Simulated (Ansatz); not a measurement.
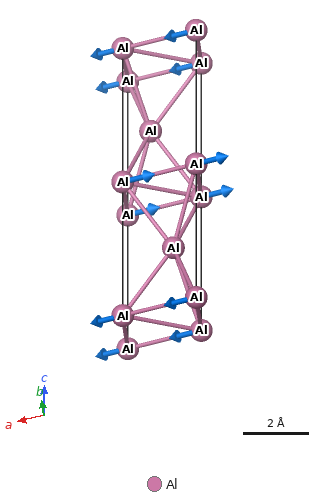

The lowest optical mode of crystalline Al relaxed at 11 GPa, space group P6₃/mmc (No. 194), at the zone centre. The blue arrows give the relative displacements of the atoms. The picture is a ball-and-stick view of the cell of the calculation, seen from a free direction.

Method: Ansatz 0.2.0, DFT LDA, scalar-relativistic, plane waves, PAW.

Input
```yaml
crystal:
  lattice:
    - [2.7200318425, 0.0, 0.0]
    - [-1.3600159213, 2.3556166747, 0.0]
    - [0.0, 0.0, 8.9257406794]
  atoms:
    - { symbol: Al, position: [0.0, 0.0, 0.0] }
    - { symbol: Al, position: [0.3333333333, 0.6666666667, 0.25] }
    - { symbol: Al, position: [0.0, 0.0, 0.5] }
    - { symbol: Al, position: [0.6666666667, 0.3333333333, 0.75] }
basis:
  ecutwfc: 420
kpoints:
  mp_grid: { grid: [18, 18, 6] }
hamiltonian:
  xc: lda
scf:
  occupations: { method: fermi_dirac, width: 0.15 }
output:
  eigenvalues: true
phonons:
  method: dfpt
  eigenvectors: true
```

Run as
```bash
ansatz run input.yaml --threads 1 --pin off --max-ram 3072MiB --backend cpu --events-out ev --progress --plain --runs-dir out
```

The frequencies depend somewhat on the k-mesh and the smearing.

Is this crystal at a minimum with respect to the drawn distortion?

Yes: this softest mode has a real frequency, and so have all others here. That speaks for this wave vector alone: the rest of the zone wasn't checked in this run. This is the E₂u mode (doubly degenerate; one member of the set is drawn) at 3.27 THz, the lowest optical level, silent by symmetry (neither infrared- nor Raman-active). The Al (2c) atoms stay at rest; all motion is along a; atoms of one kind move against one another, with no net shift of their sublattice.
